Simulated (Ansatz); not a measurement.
# Two runs on MoS2

System: MoS2 (R-3m, 3 atoms in the cell).
Method of the first run: DFT PBE+U, scalar-relativistic, plane waves, PAW, Ueff = 4 eV on Mo atom 1 d, spin-polarised (Ansatz 0.2.0).

The structure derives from an entry of the Crystallography Open Database. Text and figures count atoms from 1; the logs count them from 0 in places.

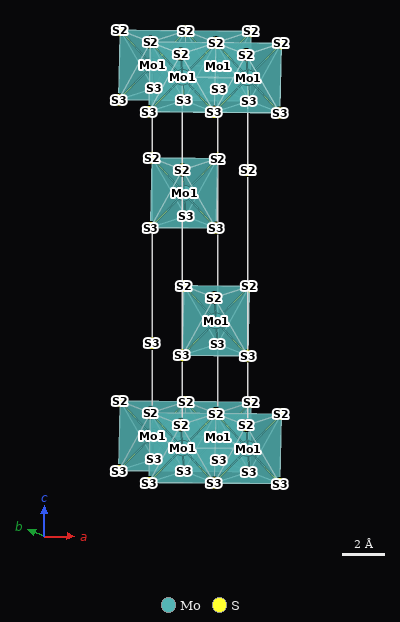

The input geometry (polyhedral view of the cell 3 times as large as that of the calculation, set on its symmetry axes, seen at an oblique angle; polyhedra are completed across the faces of the cell; atoms are numbered from 1 in the order of the input).

### Input file, the first run
```yaml
crystal:
  lattice:
    - [1.58550029, 0.91538902, 6.11499825]
    - [-1.58550029, 0.91538902, 6.11499825]
    - [0.0, -1.83077804, 6.11499825]
  atoms:
    - { symbol: Mo, position: [0.0, 0.0, 0.0], spin: 2.0 }
    - { symbol: S, position: [0.75, 0.75, 0.75] }
    - { symbol: S, position: [0.25, 0.25, 0.25] }
basis:
  ecutwfc: 420
  ecutrho_ratio: 4
kpoints:
  mp_grid: { grid: [7, 7, 7] }
hamiltonian:
  xc: pbe
  hubbard:
    sites:
      - { site: 0, l: d, u_eff: 4.0, starting_ns: [{ spin: up, occupation_matrix: s0up }, { spin: down, occupation_matrix: s0down }] }
    occupation_matrices:
      s0up:
        matrix:
          - [0.02, 0.0, 0.0, 0.0, 0.0]
          - [0.0, 0.02, 0.0, 0.0, 0.0]
          - [0.0, 0.0, 0.02, 0.0, 0.0]
          - [0.0, 0.0, 0.0, 0.97, 0.0]
          - [0.0, 0.0, 0.0, 0.0, 0.97]
      s0down:
        matrix:
          - [0.02, 0.0, 0.0, 0.0, 0.0]
          - [0.0, 0.02, 0.0, 0.0, 0.0]
          - [0.0, 0.0, 0.02, 0.0, 0.0]
          - [0.0, 0.0, 0.0, 0.02, 0.0]
          - [0.0, 0.0, 0.0, 0.0, 0.02]
    ns_hold: { iters: 5 }
scf:
  occupations: { method: gaussian, width: 0.05 }
  lower_state_search: "off"
  max_iter: 150
output:
  forces: true
  stress: true
  eigenvalues: true
  populations: true
  hubbard: { sites: [{ site: 0, l: d }] }
magnetization:
  spin_polarized: true
```

Command:
```bash
ansatz run input.yaml --threads 2 --pin off --max-ram 3072MiB --backend cpu --events-out ev --progress --plain --runs-dir out
```

Hardware: 2 threads of Arm Neoverse N1, 54 GiB of memory available, shared host.

### Output, shortened to warnings, some set-up lines, iterations and results (the first run)
```
WARN: hamiltonian.hubbard: on 1 of 2 specified blocks the occupation matrix of this SCF's result fails the test of the specified filling. At site 0 ↑ (sites count from 0 in the list of atoms of the cell that this SCF solves) the least filled combination of the orbitals specified full has occupation 0.799, and the fullest combination of the orbitals specified empty has occupation 0.615; the …
Basis set: ecut = 420 eV, 1023 PW (Γ), FFT grids on a1−a3, a2−a3, a3, exchange–correlation on 48×48×90 points (8 copies of the dense FFT grid, shifted against one another)
Symmetry: 12 space group operations
k-points: 44 of 343
Initial density: superposition of atomic densities (chi_scale 0.1, normalization cell)
[...]
SCF iter   1: F=—  HF=-6756.500675 eV  |F-HF|=—  |Δ(HF+E_count)|=         —  Δρ=7.87e-2 (↑7.87e-2 ↓4.64e-2)  dr2=1.09e1  dr2_m=5.67e-1  M=1.848 μB ∫|m|=1.882 μB  β_m=0.30  …
SCF iter   2: F=—  HF=-6754.758084 eV  |F-HF|=—  |Δ(HF+E_count)|=    1.74e0  Δρ=4.77e-2 (↑4.77e-2 ↓3.11e-2)  dr2=3.41e0  dr2_m=2.65e-1  M=1.759 μB ∫|m|=1.831 μB  β_m=0.30  …
SCF iter   3: F=—  HF=-6754.098719 eV  |F-HF|=—  |Δ(HF+E_count)|=   6.59e-1  Δρ=2.30e-2 (↑1.43e-2 ↓2.30e-2)  dr2=3.93e-1  dr2_m=1.18e-1  M=1.590 μB ∫|m|=1.720 μB  β_m=0.30  …
SCF iter   4: F=—  HF=-6754.203284 eV  |F-HF|=—  |Δ(HF+E_count)|=   1.05e-1  Δρ=2.07e-2 (↑2.07e-2 ↓1.41e-2)  dr2=5.84e-1  dr2_m=6.78e-2  M=1.687 μB ∫|m|=1.804 μB  β_m=1.00  …
SCF iter   5: F=—  HF=-6754.135125 eV  |F-HF|=—  |Δ(HF+E_count)|=   6.82e-2  Δρ=3.70e-3 (↑3.50e-3 ↓3.70e-3)  dr2=4.84e-2  dr2_m=8.37e-4  M=1.623 μB ∫|m|=1.775 μB  β_m=0.30  …
[... 16 lines ...]
SCF iter  22: F=—  HF=-6756.851721 eV  |F-HF|=—  |Δ(HF+E_count)|=   2.14e-4  Δρ=8.07e-5 (↑8.07e-5 ↓5.04e-5)  dr2=3.75e-6  dr2_m=1.50e-6  M=1.480 μB ∫|m|=1.710 μB  β_m=0.99  …
SCF iter  23: F=—  HF=-6756.851736 eV  |F-HF|=—  |Δ(HF+E_count)|=   1.45e-5  Δρ=2.03e-5 (↑1.60e-5 ↓2.03e-5)  dr2=1.04e-6  dr2_m=6.76e-8  M=1.480 μB ∫|m|=1.713 μB  β_m=0.99  …
SCF iter  24: F=—  HF=-6756.851737 eV  |F-HF|=—  |Δ(HF+E_count)|=   9.29e-7  Δρ=1.32e-5 (↑7.47e-6 ↓1.32e-5)  dr2=3.13e-7  dr2_m=3.35e-8  M=1.480 μB ∫|m|=1.712 μB  β_m=1.00  …
SCF iter  25: F=-6756.851737 eV  HF=-6756.851737 eV  |F-HF|=7.06e-10  |Δ(HF+E_count)|=   1.98e-7  Δρ=2.54e-6 (↑2.54e-6 ↓1.71e-6)  dr2=9.73e-9  dr2_m=1.21e-9  M=1.481 μB …
SCF 1 converged in 25 iterations: F = -6756.851737 eV  dr2 = 9.73e-9
SCF converged after 25 iterations
Magnetization: 1.4805 μB (13.7403 up, 12.2597 down)
Absolute magnetization: 1.7130 μB (∫|ρ↑−ρ↓|, with the PAW one-centre terms)
Spin contamination: 0.1526 ħ² per cell (⟨S²⟩ above its minimum at these occupations)
Per-site moments (μB) at R_I (Å): [(1.1133971209421247, 0.9838642517170558), (-0.032187966207743966, 0.9838642517170562), (-0.03218796620774387, 0.9838642517170558)]
Free energy (F): -6756.851737 eV
Harris-Foulkes:  -6756.851737 eV  (|F-HF|=7.06e-10)
Internal energy: -6756.850065 eV  (E = F + TS)
E sigma→0 (E₀):  -6756.850901 eV
Entropy (-TS):   -0.001672 eV (-0.557 meV/atom)
Fermi energy:    10.947423 eV
--- Per-component energies (eV) ---
  E_band       = -154.210045
  E_kinetic    = 661.557894
  E_local      = -1983.128267  (includes V_loc(G=0)·N_el)
  E_nonlocal   = 201.228249
  E_hartree    = 764.656844
  E_xc         = -379.777387
  E_vxc        = -406.641837  (∫ρ·V_xc dr)
  E_hubbard    = 4.088194  (on-site DFT+U / exact-exchange correction)
  E_vhub       = -2.003347  (the Hubbard potential's part of the band-sum identity)
  E_paw        = -4402.535572  (= ΣΔE_a)
  E_vpaw       = -154.539832  (= ΣTr[D̂ρ^β])
  E_aug_tail   = 0.000041  (compensation charges beyond the density's cutoff)
  E_ewald      = -1622.940059
  E_smearing   = -0.001672  (= −TS)
  E_closure    = -0.000000  (closes the sum)
  Σ components = -6756.851737   (vs F -6756.851737, Δ=0.00e0)
--- Specified on-site occupations, and those of the state reported ---
  electrons in the specified blocks: 2.1000 specified, 5.0899 found
  site 0 (l=d) ↑: largest change of an orbital's occupation 0.6306; electrons 2.0000 specified, 3.3134 found; spectral distance 0.8462
  site 0 (l=d) ↓: largest change of an orbital's occupation 0.4256; electrons 0.1000 specified, 1.7765 found; spectral distance 0.7706
--- Forces (eV/Å), atoms counted from 1 ---
  atom   1  Mo    -0.00000000     0.00000000    -0.00000000
  atom   2  S      0.00000000    -0.00000000     1.32429028
  atom   3  S      0.00000000     0.00000000    -1.32429028
  max |Σ_I F_I| component: 1.06e-30 eV/Å
--- Stress (GPa, compression-positive) ---
       17.499937       0.000000       0.000000
        0.000000      17.499937      -0.000000
       -0.000000      -0.000000      13.709111
  P = ⅓ Tr σ = 16.2363 GPa (162.363 kbar)
Occupation matrices written to [file]
--- Löwdin populations: 3 sites ---
  site symbol       q [e]    m [muB]
     0     Mo     13.5846     1.5479
     1      S      6.1129    -0.0398
     2      S      6.1129    -0.0398
  spilling = 0.007292 (of n_electrons = 26.000000)
--- Occupation matrices: 1 shell (run DFT+U table (all-electron-ortho-atomic); ε = 5.70e-3) ---
  Mo0 d_4D: site group D3d (-3m)
[...]
```

The input of the second run differs as follows (lines with − go, lines with + come):
```diff
-    - { symbol: Mo, position: [0.0, 0.0, 0.0], spin: 2.0 }
+    - { symbol: Mo, position: [0.0, 0.0, 0.0], spin: 0.3 }
-          - [0.0, 0.0, 0.0, 0.0, 0.97]
+          - [0.0, 0.0, 0.0, 0.0, 0.02]
-          - [0.0, 0.0, 0.02, 0.0, 0.0]
+          - [0.0, 0.0, 0.97, 0.0, 0.0]
```

Predict how the results change.

With the same functional and potentials, the second run lies 34.4 meV per atom lower. The net moment of the cell goes from 1.48 to 0.16 μB. The pressure goes from 16.24 to 8.66 GPa. The largest force goes from 1.324 to 1.004 eV/Å. The SCF takes 29 iterations against 25. The irreducible k-points go from 44 to 100. On the same kind of shared host the second run took about 2.6 times as long.

### Output, shortened to warnings, some set-up lines, iterations and results (the second run)
```
Warning: crystal.symmetry: narrowed to the stabiliser of the occupation matrices — unitary ops 12 → 4; lowered by the specified shell (site 0, l: d); largest admitted image defect 4.4e-16, smallest excluded 7.1e-1 — at a splitting's scale: the group the occupation matrices' own texture admits
WARN: hamiltonian.hubbard: on 2 of 2 specified blocks the occupation matrix of this SCF's result fails the test of the specified filling. At site 0 ↑ (sites count from 0 in the list of atoms of the cell that this SCF solves) the least filled combination of the orbitals specified full has occupation 0.614, and the fullest combination of the orbitals specified empty has occupation 0.580; the …
Basis set: ecut = 420 eV, 1023 PW (Γ), FFT grids on a1−a3, a2−a3, a3, exchange–correlation on 48×48×90 points (8 copies of the dense FFT grid, shifted against one another)
Symmetry: 4 space group operations
k-points: 100 of 343
Initial density: superposition of atomic densities (chi_scale 0.1, normalization cell)
[...]
SCF iter   1: F=—  HF=-6756.131789 eV  |F-HF|=—  |Δ(HF+E_count)|=         —  Δρ=6.54e-2 (↑6.54e-2 ↓5.18e-2)  dr2=1.20e1  dr2_m=1.17e-1  M=0.123 μB ∫|m|=0.546 μB  β_m=0.30  …
SCF iter   2: F=—  HF=-6754.206756 eV  |F-HF|=—  |Δ(HF+E_count)|=    1.93e0  Δρ=3.92e-2 (↑3.92e-2 ↓3.05e-2)  dr2=3.41e0  dr2_m=6.80e-2  M=0.195 μB ∫|m|=0.601 μB  β_m=0.30  …
SCF iter   3: F=—  HF=-6753.612881 eV  |F-HF|=—  |Δ(HF+E_count)|=   5.94e-1  Δρ=1.58e-2 (↑1.49e-2 ↓1.58e-2)  dr2=4.82e-1  dr2_m=4.10e-2  M=0.311 μB ∫|m|=0.641 μB  β_m=0.30  …
SCF iter   4: F=—  HF=-6753.741506 eV  |F-HF|=—  |Δ(HF+E_count)|=   1.29e-1  Δρ=1.92e-2 (↑1.92e-2 ↓1.49e-2)  dr2=8.52e-1  dr2_m=2.53e-2  M=0.275 μB ∫|m|=0.679 μB  β_m=0.30  …
SCF iter   5: F=—  HF=-6753.602028 eV  |F-HF|=—  |Δ(HF+E_count)|=   1.39e-1  Δρ=7.50e-3 (↑5.39e-3 ↓7.50e-3)  dr2=6.36e-2  dr2_m=1.44e-2  M=0.292 μB ∫|m|=0.686 μB  β_m=1.00  …
[... 20 lines ...]
SCF iter  26: F=-6756.954917 eV  HF=-6756.954917 eV  |F-HF|=5.49e-8  |Δ(HF+E_count)|=   4.37e-7  Δρ=6.23e-6 (↑6.23e-6 ↓5.29e-6)  dr2=3.38e-9  dr2_m=1.54e-8  M=0.160 μB …
SCF iter  27: F=-6756.954918 eV  HF=-6756.954918 eV  |F-HF|=8.96e-9  |Δ(HF+E_count)|=   2.91e-7  Δρ=3.26e-6 (↑2.15e-6 ↓3.26e-6)  dr2=4.86e-9  dr2_m=2.90e-9  M=0.160 μB …
SCF iter  28: F=-6756.954918 eV  HF=-6756.954918 eV  |F-HF|=1.80e-9  |Δ(HF+E_count)|=   5.76e-8  Δρ=1.40e-6 (↑6.94e-7 ↓1.40e-6)  dr2=3.71e-9  dr2_m=1.82e-10  M=0.160 μB …
SCF iter  29: F=-6756.954918 eV  HF=-6756.954918 eV  |F-HF|=5.55e-11  |Δ(HF+E_count)|=   2.08e-9  Δρ=3.18e-7 (↑3.18e-7 ↓2.65e-7)  dr2=1.17e-10  dr2_m=2.10e-11  M=0.160 μB …
SCF 1 converged in 29 iterations: F = -6756.954918 eV  dr2 = 1.17e-10
SCF converged after 29 iterations
Magnetization: 0.1603 μB (13.0802 up, 12.9198 down)
Absolute magnetization: 0.3098 μB (∫|ρ↑−ρ↓|, with the PAW one-centre terms)
Spin contamination: 0.0727 ħ² per cell (⟨S²⟩ above its minimum at these occupations)
Per-site moments (μB) at R_I (Å): [(0.1115428167557825, 0.9838642517170558), (0.001296936874181203, 0.9838642517170562), (0.0012969368741812144, 0.9838642517170558)]
Free energy (F): -6756.954918 eV
Harris-Foulkes:  -6756.954918 eV  (|F-HF|=5.55e-11)
Internal energy: -6756.954233 eV  (E = F + TS)
E sigma→0 (E₀):  -6756.954576 eV
Entropy (-TS):   -0.000684 eV (-0.228 meV/atom)
Fermi energy:    11.134309 eV
--- Per-component energies (eV) ---
  E_band       = -155.079309
  E_kinetic    = 658.800308
  E_local      = -1979.546821  (includes V_loc(G=0)·N_el)
  E_nonlocal   = 199.855687
  E_hartree    = 763.048081
  E_xc         = -379.157912
  E_vxc        = -405.878747  (∫ρ·V_xc dr)
  E_hubbard    = 4.850620  (on-site DFT+U / exact-exchange correction)
  E_vhub       = -0.660299  (the Hubbard potential's part of the band-sum identity)
  E_paw        = -4401.864179  (= ΣΔE_a)
  E_vpaw       = -153.745356  (= ΣTr[D̂ρ^β])
  E_aug_tail   = 0.000041  (compensation charges beyond the density's cutoff)
  E_ewald      = -1622.940059
  E_smearing   = -0.000684  (= −TS)
  E_closure    = 0.000000  (closes the sum)
  Σ components = -6756.954918   (vs F -6756.954918, Δ=0.00e0)
--- Specified on-site occupations, and those of the state reported ---
  electrons in the specified blocks: 2.1000 specified, 5.1808 found
  site 0 (l=d) ↑: largest change of an orbital's occupation 0.5768; electrons 1.0500 specified, 2.6637 found; spectral distance 0.9654
  site 0 (l=d) ↓: largest change of an orbital's occupation 0.5496; electrons 1.0500 specified, 2.5171 found; spectral distance 1.0204
--- Forces (eV/Å), atoms counted from 1 ---
  atom   1  Mo     0.00000000     0.00000000     0.00000000
  atom   2  S      0.00000000    -0.00061015     1.00444553
  atom   3  S      0.00000000     0.00061015    -1.00444553
  max |Σ_I F_I| component: 2.22e-16 eV/Å
--- Stress (GPa, compression-positive) ---
        7.897101       0.000000       0.000000
        0.000000       7.280806      -0.068295
        0.000000      -0.068296      10.810553
  P = ⅓ Tr σ = 8.6628 GPa (86.628 kbar)
Occupation matrices written to [file]
--- Löwdin populations: 3 sites ---
  site symbol       q [e]    m [muB]
     0     Mo     13.6727     0.1482
     1      S      6.0651     0.0056
     2      S      6.0651     0.0056
  spilling = 0.007583 (of n_electrons = 26.000000)
--- Occupation matrices: 1 shell (run DFT+U table (all-electron-ortho-atomic); ε = 7.27e-4) ---
  Mo0 d_4D: site group D3d (-3m)
[...]
```

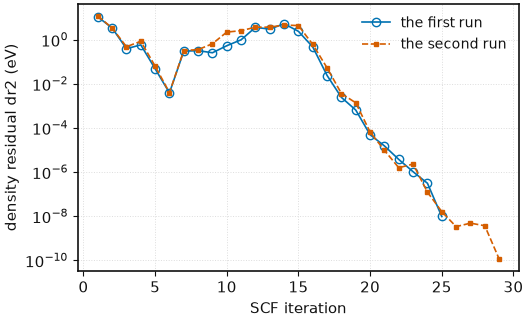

Convergence of the two runs: density residual dr2 against the SCF iteration. The first run takes 25 iterations in all, and the second run takes 29.

### The two runs side by side

| quantity | the first run | the second run |
| --- | --- | --- |
| outcome | converged | converged |
| free energy per atom (eV) | −2252.2839 | −2252.3183 |
| energy per atom, smearing taken to zero (eV) | −2252.2836 | −2252.3182 |
| gap on the mesh (eV) | 0.00 | 0.00 |
| net moment of the cell (μB) | 1.48 | 0.16 |
| absolute moment of the cell (μB) | 1.71 | 0.31 |
| pressure (GPa) | 16.24 | 8.66 |
| largest force (eV/Å) | 1.324 | 1.004 |
| SCF iterations | 25 | 29 |
| irreducible k-points | 44 | 100 |
| plane waves at Γ | 1023 | 1023 |
| wall time (shared host) | 14 s | 37 s |

For the first run: Warnings: the typed occupations were not kept. The cell is under a pressure of 16.2 GPa at this level, so it is not at its equilibrium volume. For the second run: Warnings: the typed occupations were not kept; the occupation matrices lower the symmetry. The cell is under a pressure of 8.7 GPa at this level, so it is not at its equilibrium volume.
